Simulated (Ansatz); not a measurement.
## Electronic structure of Ga$_{15}$H$_{2}$O$_{24}$ (cell with a defect) in real space

Input file:

```
crystal:
  lattice:
    - [4.8247076482, -1.5417565259, 5.7191861577]
    - [6.2274305564, 4.6252695778, 0.0114918234]
    - [-1.4027229082, 6.1670261037, 5.7076943343]
  atoms:
    - { symbol: Ga, position: [0.9647967349, 0.2150301329, 0.829926584] }
    - { symbol: Ga, position: [0.4647967349, 0.7150301329, 0.329926584] }
    - { symbol: Ga, position: [0.2147967349, 0.9650301329, 0.579926584] }
    - { symbol: Ga, position: [0.0352032651, 0.7849698671, 0.170073416] }
    - { symbol: Ga, position: [0.2852032651, 0.5349698671, 0.920073416] }
    - { symbol: Ga, position: [0.7852032651, 0.0349698671, 0.420073416] }
    - { symbol: Ga, position: [0.5352032651, 0.2849698671, 0.670073416] }
    - { symbol: Ga, position: [0.9009744926, 0.4160269664, 0.4132233983] }
    - { symbol: Ga, position: [0.1509744926, 0.1660269664, 0.1632233983] }
    - { symbol: Ga, position: [0.6509744926, 0.6660269664, 0.6632233983] }
    - { symbol: Ga, position: [0.4009744926, 0.9160269664, 0.9132233983] }
    - { symbol: Ga, position: [0.8490255074, 0.8339730336, 0.8367766017] }
    - { symbol: Ga, position: [0.0990255074, 0.5839730336, 0.5867766017] }
    - { symbol: Ga, position: [0.5990255074, 0.0839730336, 0.0867766017] }
    - { symbol: Ga, position: [0.3490255074, 0.3339730336, 0.3367766017] }
    - { symbol: O, position: [0.4272193138, 0.899757442, 0.6819867469] }
    - { symbol: O, position: [0.6772193138, 0.649757442, 0.4319867469] }
    - { symbol: O, position: [0.1772193138, 0.149757442, 0.9319867469] }
    - { symbol: O, position: [0.9272193138, 0.399757442, 0.1819867469] }
    - { symbol: O, position: [0.3227806862, 0.350242558, 0.5680132531] }
    - { symbol: O, position: [0.5727806862, 0.100242558, 0.3180132531] }
    - { symbol: O, position: [0.0727806862, 0.600242558, 0.8180132531] }
    - { symbol: O, position: [0.8227806862, 0.850242558, 0.0680132531] }
    - { symbol: O, position: [0.6624557017, 0.6849469246, 0.901903732] }
    - { symbol: O, position: [0.9124557017, 0.4349469246, 0.651903732] }
    - { symbol: O, position: [0.4124557017, 0.9349469246, 0.151903732] }
    - { symbol: O, position: [0.1624557017, 0.1849469246, 0.401903732] }
    - { symbol: O, position: [0.0875442983, 0.5650530754, 0.348096268] }
    - { symbol: O, position: [0.3375442983, 0.3150530754, 0.098096268] }
    - { symbol: O, position: [0.8375442983, 0.8150530754, 0.598096268] }
    - { symbol: O, position: [0.5875442983, 0.0650530754, 0.848096268] }
    - { symbol: O, position: [0.7503553586, 0.2416837805, 0.5063260043] }
    - { symbol: O, position: [0.0003553586, 0.9916837805, 0.2563260043] }
    - { symbol: O, position: [0.5003553586, 0.4916837805, 0.7563260043] }
    - { symbol: O, position: [0.2503553586, 0.7416837805, 0.0063260043] }
    - { symbol: O, position: [0.9996446414, 0.0083162195, 0.7436739957] }
    - { symbol: O, position: [0.2496446414, 0.7583162195, 0.4936739957] }
    - { symbol: O, position: [0.7496446414, 0.2583162195, 0.9936739957] }
    - { symbol: O, position: [0.4996446414, 0.5083162195, 0.2436739957] }
    - { symbol: H, position: [0.8098269371, 0.4289540848, 0.1302768453], spin: 0.5 }
    - { symbol: H, position: [0.6236890176, 0.4837708809, 0.1590224234], spin: 0.5 }
  host:
    lattice:
      - [6.2274305564, -1.5417565259, 0.0114918234]
      - [6.2274305564, 1.5417565259, 0.0114918234]
      - [-1.4027229082, 0.0, 5.7076943343]
    atoms:
      - { symbol: Ga, position: [0.0899134339, 0.0899134339, 0.7947233189] }
      - { symbol: Ga, position: [0.9100865661, 0.9100865661, 0.2052766811] }
      - { symbol: Ga, position: [0.6585007295, 0.6585007295, 0.3141978909] }
      - { symbol: Ga, position: [0.3414992705, 0.3414992705, 0.6858021091] }
      - { symbol: O, position: [0.1634883779, 0.1634883779, 0.1092060607] }
      - { symbol: O, position: [0.8365116221, 0.8365116221, 0.8907939393] }
      - { symbol: O, position: [0.1737013131, 0.1737013131, 0.5643594337] }
      - { symbol: O, position: [0.8262986869, 0.8262986869, 0.4356405663] }
      - { symbol: O, position: [0.4960195696, 0.4960195696, 0.2566813629] }
      - { symbol: O, position: [0.5039804304, 0.5039804304, 0.7433186371] }
basis:
  ecutwfc: 420
  xc_grid: 2
kpoints:
  mp_grid: { grid: [2, 2, 2], shift: [0.5, 0.5, 0.5] }
hamiltonian:
  xc: pbe
scf:
  occupations: { method: gaussian, width: 0.01 }
output:
  forces: true
  stress: false
  eigenvalues: true
  populations: true
  charged_corrections:
    defect_position: [0.71479673, 0.46503013, 0.07992658]
    epsilon:
      - [11.4997, 0.0, -0.5629]
      - [0.0, 11.6472, 0.0]
      - [-0.5629, 0.0, 13.7962]
  write_density: true
  write_potential: true
  elf: true
  volumetric_format: npy
magnetization:
  spin_polarized: true
relax:
  adjacent_minimum: "off"
  f_tol: 0.025
  max_steps: 60
```

Run with:

```sh
ansatz run input.yaml --threads 8 --pin off --max-ram 22528MiB --backend cpu --events-out ev --progress --plain --runs-dir out
```

The fields are those of the relaxed geometry.

Spin-polarised.

All numbers below come from DFT PBE, scalar-relativistic, plane waves, PAW in Ansatz.

In a PAW calculation such maps are meaningful between the atoms, not at the nuclei.

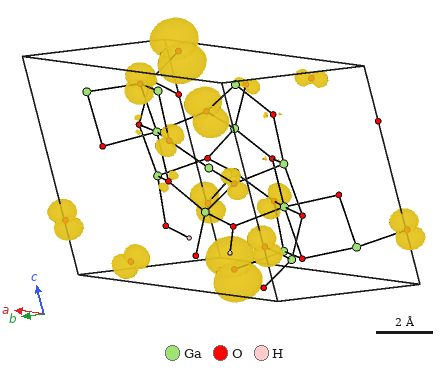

Figure 1. Isosurfaces of the spin density at +0.015 (yellow) and −0.015 e/Å³ (cyan), seen at an oblique angle. Sticks mark near contacts.

Where is the spin, and how is it ordered?

Answer. The spin density sits on O: +0.5 μB in one cell of 41 atoms: with much of the spin spread outside that site. The cell of the calculation (41 atoms) carries 1.0 μB of net spin moment. Only one sign reaches the isovalue.

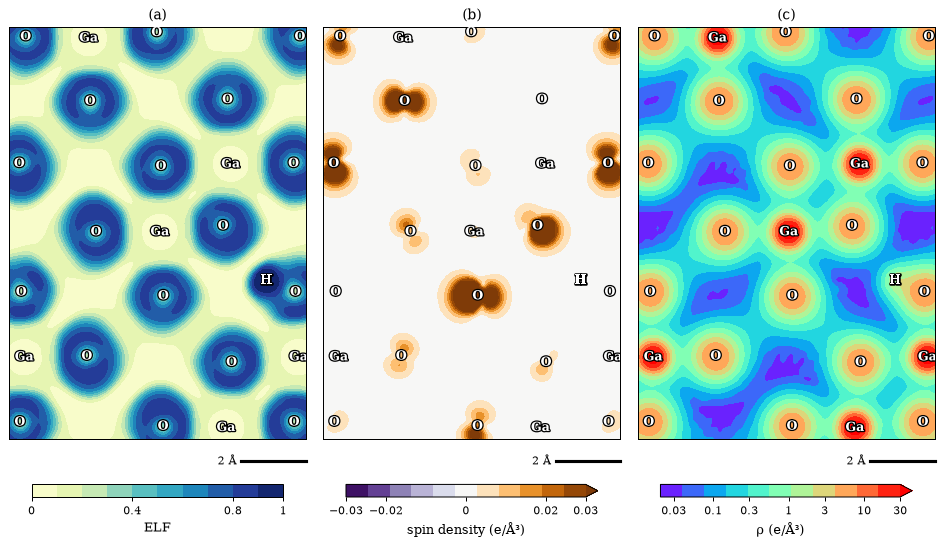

Figure 2. (a) ELF; (b) spin density (up minus down); (c) valence electron density on the (11̄0) plane of the calculation cell.

Read the bonding off the picture.

Answer.
- The plane passes through Ga, O and H nuclei.
- O–H (0.98 Å): ρ at the midpoint is about 3.7 e/Å³; the ELF climbs to about 1 towards the hydrogen, as it does in any bond to H; a covalent bond by its length.
- Ga–O (1.96 Å): the density is about 0.66 e/Å³ at the midpoint; the ELF peaks at about 0.85 in the valence shell of O, 0.6 Å from its nucleus, and is about 0.35 at the midpoint.
- Ga–O (1.99 Å): ρ at the midpoint is about 0.63 e/Å³; the ELF peaks at about 0.85 in the valence shell of O, 0.6 Å from its nucleus, and is about 0.35 at the midpoint.
- Ga–O (2.04 Å): ρ at the midpoint is about 0.55 e/Å³; the ELF peaks at about 0.85 in the valence shell of O, 0.6 Å from its nucleus, and is about 0.30 at the midpoint.
- Ga–O (2.09 Å): ρ at the midpoint is about 0.49 e/Å³; the ELF peaks at about 0.85 in the valence shell of O, 0.7 Å from its nucleus, and is about 0.30 at the midpoint (no localised pair shows between them).
- Between the atoms the lowest density in this plane is 0.006 e/Å³.
- The ELF also peaks beside O, away from the bonds: non-bonding electrons, paired or unpaired.

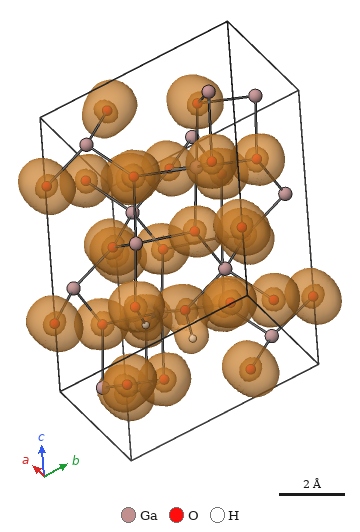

Figure 3. Isosurface of the ELF at 0.7 (orange), seen at an oblique angle. Only the valence region is drawn (cores and ρ < 0.01 e/Å³ removed). Sticks mark near contacts.

Identify the bonds, lone pairs and shells in this picture.

Answer. At this value the surface marks out 22 regions wrapped around O (the valence shell of each) and two joined regions spread over several atoms (H, O), in which their bonds and any lone pairs are merged, counted in one cell of 41 atoms. Regions shared between cells count once. Profiles from the grid: Ga–O (1.84 Å): the ELF peaks at about 0.80 in the valence shell of O, 0.6 Å from its nucleus, and is about 0.40 at the midpoint.

Metal or insulator at this level of theory?

Answer. It is gapped, with a Kohn–Sham gap of 0.27 eV on the k-point mesh, an upper bound to the gap of this method.
